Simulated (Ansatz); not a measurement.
# Ta2N: 5 runs along one coordinate

System: Ta2N (P-3m1, 3 atoms in the cell).
Method: Kohn-Sham DFT of a periodic cell, PBEsol, all-electron LAPW, scalar-relativistic, no spin polarisation (Ansatz 0.2.0).

The 5 runs differ only in the geometry, by a strain of the cell at fixed fractional positions. Against run 3, the strain is εxx = η and εyy = η. The structure derives from a Materials Project entry.

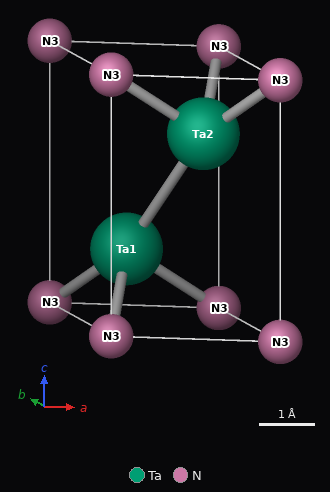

Figure 1. The structure of run 3 (ball-and-stick view of the cell of the calculation, seen slightly off an axis; atoms are numbered from 1 in the order of the input). An atom can appear more than once, as a periodic image.

### Input of run 3
```yaml
crystal:
  lattice:
    - [3.112861506, 0.0, 0.0]
    - [-1.556430753, 2.6958171426, 0.0]
    - [0.0, 0.0, 4.869841]
  atoms:
    - { symbol: Ta, position: [0.3333333333, 0.6666666667, 0.254711] }
    - { symbol: Ta, position: [0.6666666667, 0.3333333333, 0.745289] }
    - { symbol: "N", position: [0.0, 0.0, 0.0] }
kpoints:
  mp_grid: { grid: [10, 10, 6] }
  band_path:
    path:
      - [0.0, 0.0, 0.0]
      - [0.5, 0.0, 0.0]
      - [0.3333333333, 0.3333333333, 0.0]
      - [0.0, 0.0, 0.0]
      - [0.0, 0.0, 0.5]
      - [0.5, 0.0, 0.5]
      - [0.3333333333, 0.3333333333, 0.5]
      - [0.0, 0.0, 0.5]
    npoints: 6
scf:
  occupations: { method: fermi_dirac, width: 0.05 }
hamiltonian:
  xc: pbesol
  pseudopotentials: { kind: all_electron, lapw: { basis_error: 0.002 } }
output:
  forces: true
  stress: true
  eigenvalues: true
```

Command:
```bash
ansatz run input.yaml --threads 2 --pin off --max-ram 8192MiB --backend cpu --events-out ev --progress --plain --runs-dir out
```

Lattice vectors (Å) and fractional positions of run 3:
```
   3.112862    0.000000    0.000000
  -1.556431    2.695817    0.000000
   0.000000    0.000000    4.869841
Ta  0.333333  0.666667  0.254711
Ta  0.666667  0.333333  0.745289
N   0.000000  0.000000  0.000000
```

Run 2 differs from it as follows:
```diff
-    - [3.112861506, 0.0, 0.0]
-    - [-1.556430753, 2.6958171426, 0.0]
+    - [3.0506042759, 0.0, 0.0]
+    - [-1.5253021379, 2.6419007997, 0.0]
```

### Results, with one run withheld

```csv
run,strain parameter η (%),"free energy per atom, from the lowest run given (meV)",pressure (GPa)
1,−4.0000,25.97,16.45
2,−2.0000,?,?
3,0.0000,0.00,−9.07
4,2.0000,50.26,−18.37
5,4.0000,134.37,−25.86
```

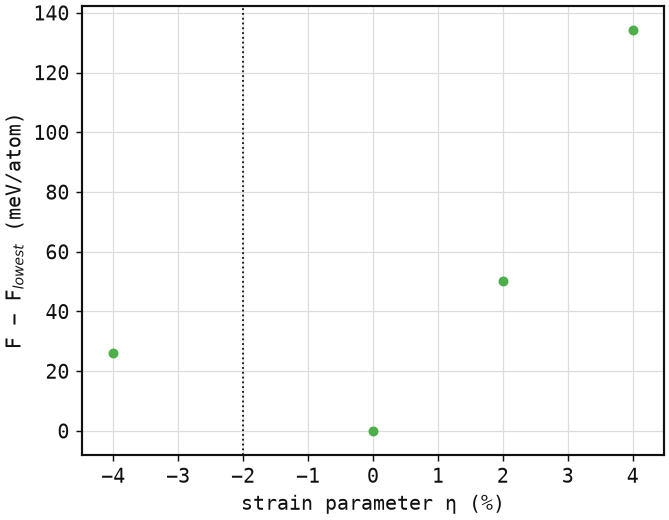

Figure 2. Free energy per atom of the runs given; the dotted line marks run 2.

Estimate the energy of run 2 from the others.

A quadratic polynomial in the coordinate, fitted to the 4 runs given, misses them by at most 1.81 meV per atom. With x = η − 0.5000, it reads F = 9.427 + 18.603 x + 4.9398 x² (meV per atom). At run 2 it gives −6.21 meV per atom, and the run itself gives −10.81. The fit has its minimum at η = −1.3830 %. The miss comes from the order of the polynomial or from scatter in that run; these data can't tell which.

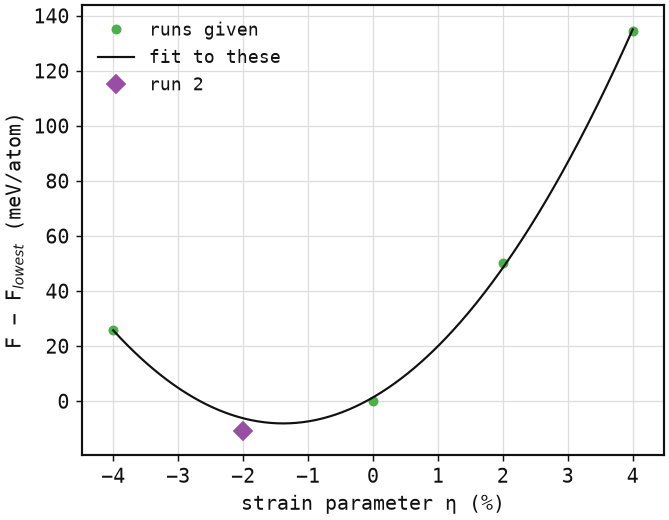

Figure 3. The fit and the withheld run.

### Output, shortened to warnings, some set-up lines, iterations and results (run 2)
```
Basis set: ecut = 347.305938357059 eV, 579 PW (Γ), exchange–correlation at level 2
Symmetry: 12 space group operations
k-points: 72 of 600
Initial density: superposition of atomic densities (chi_scale 0.1, normalization cell, long waves kept (reshape's long-wave potential 0.09 eV rms))
[...]
SCF iter   1: F=—  HF=-850375.779535 eV  |F-HF|=—  |Δ(HF+E_count)|=         —  Δρ=9.24e-2  dr2=4.00e0  ethr=4.30e-3  ⟨swp⟩=2.0  Hψ=25066  notcnv=0
SCF iter   2: F=—  HF=-850374.280383 eV  |F-HF|=—  |Δ(HF+E_count)|=    1.50e0  Δρ=2.53e-2  dr2=2.74e-1  ethr=2.95e-4  ⟨swp⟩=2.0  Hψ=20083  notcnv=0
SCF iter   3: F=—  HF=-850374.224957 eV  |F-HF|=—  |Δ(HF+E_count)|=   5.54e-2  Δρ=2.51e-2  dr2=2.99e-1  ethr=2.95e-4  ⟨swp⟩=2.0  Hψ=12631  notcnv=0
SCF iter   4: F=—  HF=-850374.219058 eV  |F-HF|=—  |Δ(HF+E_count)|=         —  Δρ=1.01e-2  dr2=5.08e-2  ethr=2.95e-4  ⟨swp⟩=2.0  Hψ=11763  notcnv=0
SCF iter   5: F=—  HF=-850374.164524 eV  |F-HF|=—  |Δ(HF+E_count)|=   5.45e-2  Δρ=3.70e-3  dr2=6.58e-3  ethr=5.46e-5  ⟨swp⟩=2.0  Hψ=12117  notcnv=0
SCF iter   6: F=—  HF=-850374.164693 eV  |F-HF|=—  |Δ(HF+E_count)|=   1.69e-4  Δρ=1.39e-3  dr2=9.68e-4  ethr=7.07e-6  ⟨swp⟩=2.0  Hψ=12089  notcnv=0
SCF iter   7: F=—  HF=-850374.164638 eV  |F-HF|=—  |Δ(HF+E_count)|=   5.48e-5  Δρ=4.57e-4  dr2=9.37e-5  ethr=1.04e-6  ⟨swp⟩=2.0  Hψ=12089  notcnv=0
SCF iter   8: F=—  HF=-850374.164612 eV  |F-HF|=—  |Δ(HF+E_count)|=   2.67e-5  Δρ=9.29e-5  dr2=5.77e-6  ethr=1.01e-7  ⟨swp⟩=2.0  Hψ=12089  notcnv=0
SCF iter   9: F=—  HF=-850374.164610 eV  |F-HF|=—  |Δ(HF+E_count)|=   1.68e-6  Δρ=5.68e-5  dr2=1.81e-6  ethr=6.20e-9  ⟨swp⟩=2.0  Hψ=12089  notcnv=0
SCF iter  10: F=—  HF=-850374.164610 eV  |F-HF|=—  |Δ(HF+E_count)|=   2.44e-7  Δρ=1.70e-5  dr2=1.32e-7  ethr=1.94e-9  ⟨swp⟩=2.1  Hψ=12099  notcnv=0
SCF iter  11: F=-850374.164610 eV  HF=-850374.164610 eV  |F-HF|=7.68e-9  |Δ(HF+E_count)|=   1.82e-7  Δρ=4.59e-6  dr2=9.10e-9  ethr=1.42e-10  ⟨swp⟩=2.0  Hψ=12089  notcnv=0
SCF 1 converged in 11 iterations: F = -850374.164610 eV  dr2 = 9.10e-9
NSCF: frozen V_eff on 43 k-points
SCF converged after 11 iterations
Free energy (F): -850374.164610 eV
Harris-Foulkes:  -850374.164610 eV  (|F-HF|=7.68e-9)
Internal energy: -850374.153180 eV  (E = F + TS)
E sigma→0 (E₀):  -850374.158895 eV
Entropy (-TS):   -0.011429 eV (-3.810 meV/atom)
Fermi energy:    25.973515 eV
--- Per-component energies (eV) ---
  E_band       = -8777.988671
  E_kinetic    = 948990.676658
  E_xc         = -17177.212575
  E_electrostatic = -1782187.617264  (all electrons and nuclei)
  E_smearing   = -0.011429  (= −TS)
  E_closure    = 0.000000  (closes the sum)
  E_atoms      = -850341.811161  (free atoms, spherical and without spin; not in F)
  Σ components = -850374.164610   (vs F -850374.164610, Δ=0.00e0)
  Basis errors (estimates in eV, not in F): energy 7.4e-4 per atom: plane waves 6.6e-4 (3.7e-4 summed), levels above the bands 5.0e-92, relativity 4.9e-8, radial functions 8.0e-5, core shells 9.3e-7; eigenvalues (radial functions only) 5.3e-6; not estimated: angular momenta, meshes, grids; target …
--- Forces (eV/Å), atoms counted from 1 ---
  atom   1  Ta    -0.00000000     0.00000000     0.08335782
  atom   2  Ta     0.00000000    -0.00000000    -0.08335782
  atom   3  N     -0.00000000     0.00000000     0.00000000
  max |Σ_I F_I| component: 4.63e-17 eV/Å
--- Stress (GPa, compression-positive) ---
        3.456765      -0.000000      -0.000000
       -0.000000       3.456765      -0.000000
       -0.000000      -0.000000       0.271916
  P = ⅓ Tr σ = 2.3951 GPa (23.951 kbar)
```

Notes: Spin–orbit coupling is left out, which matters for Ta. The cell holds an odd number of electrons but the run has no spin polarisation, so a band is left half filled.
